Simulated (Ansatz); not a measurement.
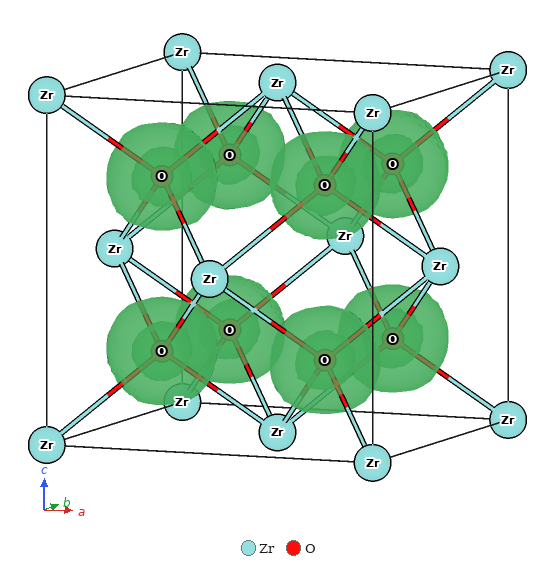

*ZrO$_{2}$. Isosurface of the ELF at 0.75 (green), seen slightly off an axis. Only the valence region is drawn (cores and ρ < 0.01 e/Å³ removed). Sticks mark near contacts.*

Space group Fm-3m; a structure from a database of computed crystals, not necessarily the ambient phase; computed pressure about 5 GPa in this cell.

These are results of DFT r2SCAN, scalar-relativistic, plane waves, PAW in Ansatz, not measurements.

Question: Where are the electrons localised?

Answer: The surface consists of eight regions wrapped around O (the valence shell of each), counted in one cell of 12 atoms. Regions shared between cells count once. Along the contacts the grid gives the following. Zr–O (2.19 Å): the ELF peaks at about 0.85 in the valence shell of O, 0.6 Å from its nucleus, and drops to about 0.20 between the two atoms: no localised pair shows between them.
